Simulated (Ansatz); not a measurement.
```xyz
8
Lattice="6.0993 0.0000 0.0000 0.0000 0.0000 -6.0993 0.0000 6.0993 0.0000" Properties=species:S:1:pos:R:3 pbc="T T T"
Cd    3.0497    0.0000   -3.0497
Cd    0.0000    3.0497   -3.0497
Cd    0.0000    0.0000    0.0000
Cd    3.0497    3.0497    0.0000
Se    1.5248    1.5248   -4.5745
Se    4.5745    4.5745   -4.5745
Se    4.5745    1.5248   -1.5248
Se    1.5248    4.5745   -1.5248
```

Space group F-43m; a structure from a database of computed crystals, not necessarily the ambient phase.

Theory: Kohn-Sham DFT of a periodic cell, r2SCAN-EpsX, Ansatz PAW in Ansatz 0.2.0.

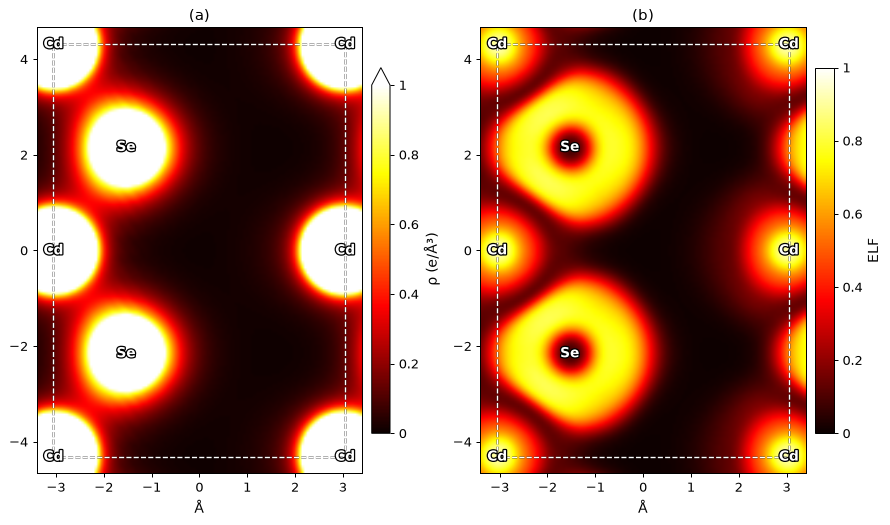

CdSe. (a) valence pseudo-density; (b) ELF on the (011) plane of the conventional cell.

**Read the bonding off the picture.**

- Atoms in the plane: Cd and Se.
- Cd–Se (2.64 Å): ρ is about 0.38 e/Å³ halfway; the ELF is about 0.40 at the midpoint.
- Between the atoms the lowest density in this plane is 0.009 e/Å³.
- The features right at Cd lie inside the PAW spheres, where the map follows smoothed inner orbitals and isn't to be read closely.

**Does the calculation give a band gap?**

It is gapped, with a Kohn–Sham gap of 1.9 eV on the k-point mesh, an upper bound to the gap of this method.
